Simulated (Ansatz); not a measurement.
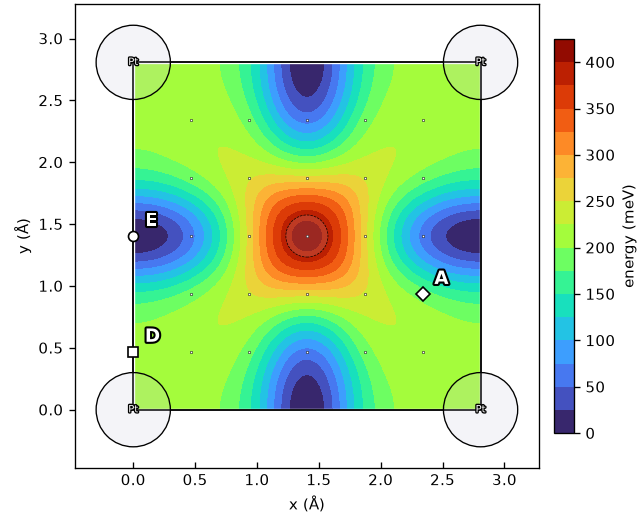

H on a Pt(100) slab cut from the Fm-3m phase, its upper half relaxed before the scan (3 atoms of substrate and one adsorbate in a 1 × 1 cell). 
- H is moved over the surface cell; relaxed at each place: the height of the adsorbate's atoms; substrate rigid; the origin of the map has the adsorbate above Pt3.
- Places are given modulo a cell vector. The map is drawn in real space over the plane of the surface.
- The grid has 6 × 6 points; 10 points were computed and 26 follow by symmetry.
- Energies: meV, counted from the lowest grid point.
- With one adsorbate in each 1 × 1 cell, its nearest image is 2.8 Å away, so neighbouring adsorbates interact.
- Theory: Ansatz 0.2.0, DFT PBE, scalar-relativistic, plane waves, PAW. Settings: cutoff 420 eV, k-mesh 9×9×1, gaussian smearing 0.1 eV, no spin polarisation.

Drawn: filled contours, dots at the grid points, labelled circles for the atoms of the top layer and small ones for the second layer, the outline of one cell of the plane, lettered points. Between grid points the surface is interpolated.

**What kind of point is each of D, E: minimum, saddle, maximum or slope?**

D: saddle point; E: minimum. (In these two coordinates alone; a stationary point may lie a little off the grid point.)

**Rank the lettered points by energy, lowest first.**

E (0 meV), A (185 meV), D (215 meV).

PAW datasets: the set soft_1.
